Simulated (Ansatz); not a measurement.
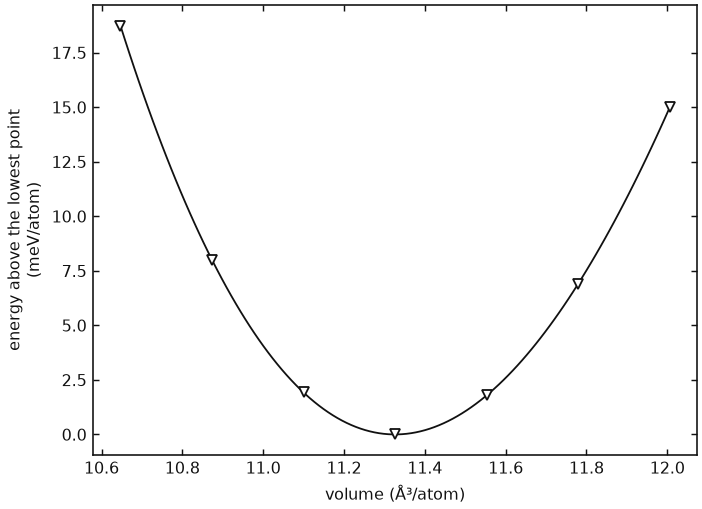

The plot gives the computed energy above the lowest point against volume for Zn₂O₃, space group Pn-3m (No. 224) (one of a set of cubic test structures, which need not be the stable phase).

Method: equation of state of a cubic crystal from periodic Kohn-Sham density functional theory without spin, third-order Birch-Murnaghan fit to the free energies; pressure corrected for the finite basis (Ansatz 0.2.0 development build). Level: PBE.

- structure type: cubic X2O3
- atoms in cell: 10
- space group number: 224
- lattice centring: simple cubic
- k mesh: 8×8×8
- occupation method: Fermi–Dirac
- occupation width: 0.06123 eV
- wave cutoff: 700 eV
- datasets: hard PAW
- density tolerance: 1e−09 eV
- bands: 68
- density cutoff ratio: 4
- search for lower states: default

From this curve and the settings, what does the calculation give for the pressure at the same points?

The pressure falls from 9.4 GPa at volume 10.65 Å³/atom to −6.7 GPa at 12.01 Å³/atom, and changes sign near 11.33 Å³/atom.

```tsv
volume (Å³/atom)	pressure (GPa)
10.65	9.4
10.87	5.9
11.10	2.8
11.33	0.0
11.55	-2.5
11.78	-4.7
12.01	-6.7
```

Keep in mind: cubic model structure, not the ambient form; modest k-mesh, values are not fully converged in k.
